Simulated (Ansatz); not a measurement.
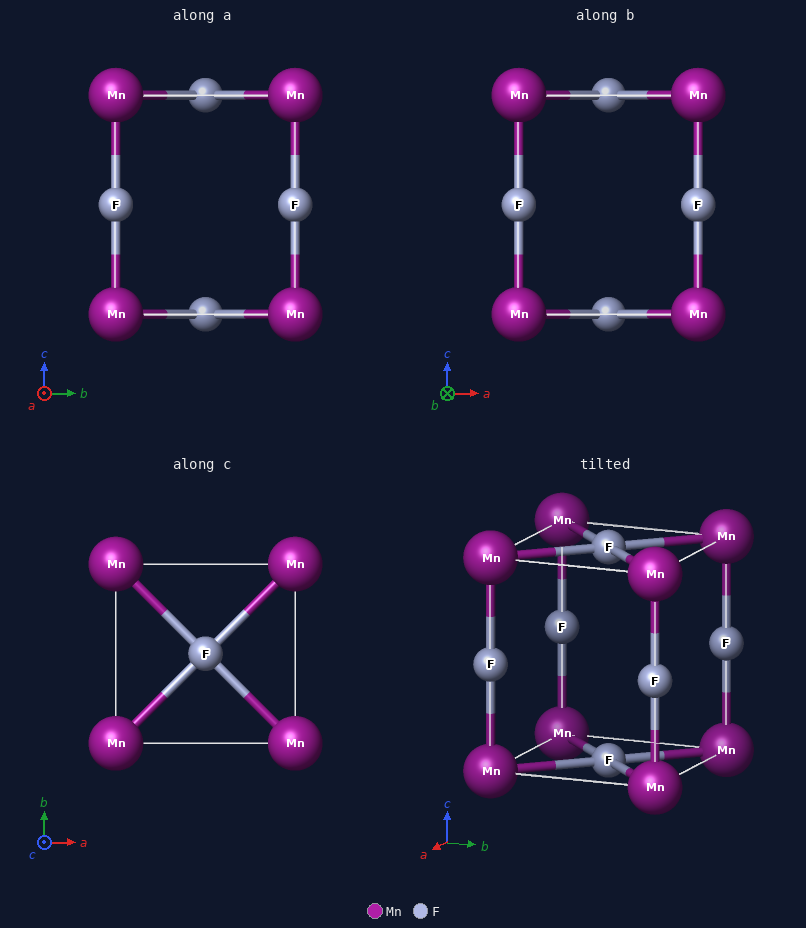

Ball-and-stick representation of a periodic structure, projected along the a axis, along the b axis, along the c axis and slightly off an axis. Lines trace the edges of the conventional unit cell.

Lattice parameters: a = 3.235 Å, b = 3.235 Å, c = 3.954 Å, α = 90.00°, β = 90.00°, γ = 90.00°.

Question: Put the structure into a table of Wyckoff sites.

Answer: Space group P4/mmm (No. 123).
```json
{"atom": "Mn", "site": "1a", "x": "0.0000", "y": "0.0000", "z": "0.0000"}
{"atom": "F", "site": "1c", "x": "0.5000", "y": "0.5000", "z": "0.0000"}
{"atom": "F", "site": "1b", "x": "0.0000", "y": "0.0000", "z": "0.5000"}
```

The structure was taken from a random cell made by a generator, so it need not be a real form of the compound. The final geometry of a relaxation with DFT PBE, scalar-relativistic, plane waves, PAW in Ansatz is shown.
